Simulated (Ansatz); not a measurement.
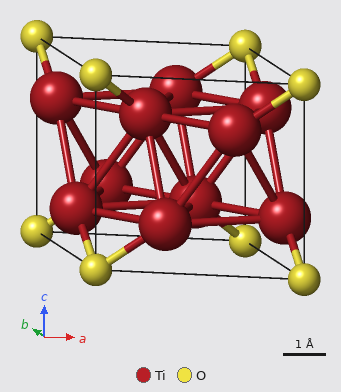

Starting structure of a crystal of Ti6O (set up in P-31m). Style: ball-and-stick. Shown: the cell of the calculation, slightly off an axis.

Case: the database's cell, atoms relaxed.

These are results of DFT r2SCAN, scalar-relativistic, plane waves, PAW (Ansatz 0.2.0), not measurements.

Input
```yaml
crystal:
  lattice:
    - [5.13, 0.0, 0.0]
    - [-2.565, 4.4427103214, 0.0]
    - [0.0, 0.0, 4.74]
  atoms:
    - { symbol: Ti, position: [0.333, 0.0, 0.25] }
    - { symbol: Ti, position: [0.0, 0.333, 0.25] }
    - { symbol: Ti, position: [0.667, 0.667, 0.25] }
    - { symbol: Ti, position: [0.0, 0.667, 0.75] }
    - { symbol: Ti, position: [0.667, 0.0, 0.75] }
    - { symbol: Ti, position: [0.333, 0.333, 0.75] }
    - { symbol: O, position: [0.0, 0.0, 0.0] }
basis:
  ecutwfc: 500
kpoints:
  mp_grid: { grid: [12, 12, 8] }
hamiltonian:
  xc: r2scan
scf:
  occupations: { method: gaussian, width: 0.1 }
output:
  forces: true
  stress: true
  eigenvalues: true
relax:
  adjacent_minimum: "off"
  f_tol: 0.01
  max_steps: 40
```

Command:
```bash
ansatz run input.yaml --threads 2 --pin off --max-ram 5120MiB --backend cpu --events-out ev --progress --plain --runs-dir out
```

What does the optimiser find from here?

Answer. The energy falls by 11.4 meV per atom in 3 accepted moves (4 points after the start). The largest force component goes from 0.47 to 0.0076 eV/Å. 1 step only repeated the SCF at the same geometry. The largest moves, 0.051 Å, are those of Ti1, Ti2, Ti3, Ti4, Ti5 and Ti6. Ti4 goes along [0 1 −3]. O stays in place. The cell stays as it was. Among the contacts that change: Ti1–Ti5 2.925 → 3.022 Å, Ti1–Ti4 2.921 → 2.834 Å, Ti1–Ti4 (another image) 2.921 → 2.993 Å, Ti1–Ti5 (another image) 2.925 → 2.864 Å. The space group stays P-31m (No. 162). Cost: 5.7 min on 2 threads of Intel(R) Xeon(R) Processor @ 2.50GHz (Skylake/Cascade Lake) (shared host), peak memory 1.1 GiB.

After the run, drawn alike:

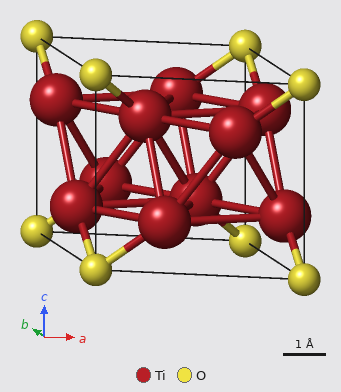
